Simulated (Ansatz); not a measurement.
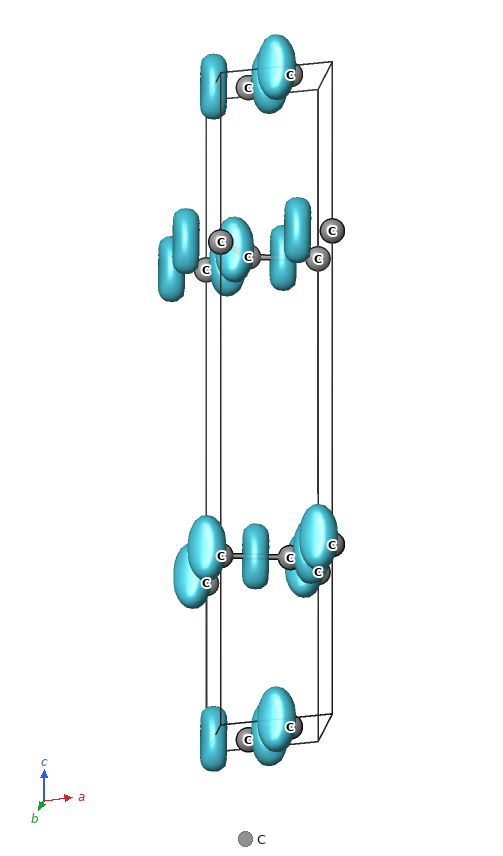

C. Isosurface of the electron localisation function at 0.8 (cyan), seen at an oblique angle. Only the valence region is drawn (cores and ρ < 0.01 e/Å³ removed). Sticks mark near contacts.

Space group P-3m1.

Theory: DFT r2SCAN, scalar-relativistic, plane waves, PAW in Ansatz 0.2.0.

In a PAW calculation such maps are meaningful between the atoms, not at the nuclei.

### Identify the bonds, lone pairs and shells in this picture.

The ELF exceeds this value in nine regions between bonded C–C atoms (shared pairs), counted in one cell of 6 atoms. Regions shared between cells count once.

Values along the shortest contacts:
C–C (1.42 Å): the ELF peaks at about 0.95 between the atoms, as expected for localised, covalent bonding.
